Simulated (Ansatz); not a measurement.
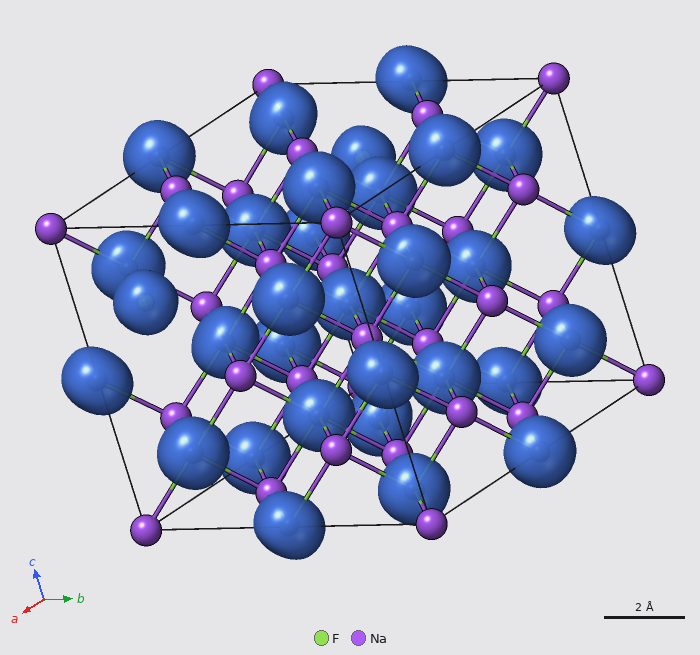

Na15F17 (cell charge +1, with a compensating background) (cell with a defect). Isosurface of the ELF at 0.65 (blue), seen at an oblique angle. Core shells and regions of very low density are left out. Sticks mark near contacts.

Spin-polarised.

These are results of Ansatz 0.2.0, DFT PBE, scalar-relativistic, plane waves, PAW, not measurements.

Describe the localisation domains.

The ELF exceeds this value in 17 regions wrapped around F (the valence shell of each), counted in one cell of 32 atoms. Any copies at cell faces, edges or corners count once. Along the contacts the grid gives the following. Na–F (2.32 Å): the ELF is about 0.05 at the midpoint (a closed-shell, largely ionic contact). Na–F (2.36 Å): the ELF is about 0.05 at the midpoint: an ionic contact with no shared pair.
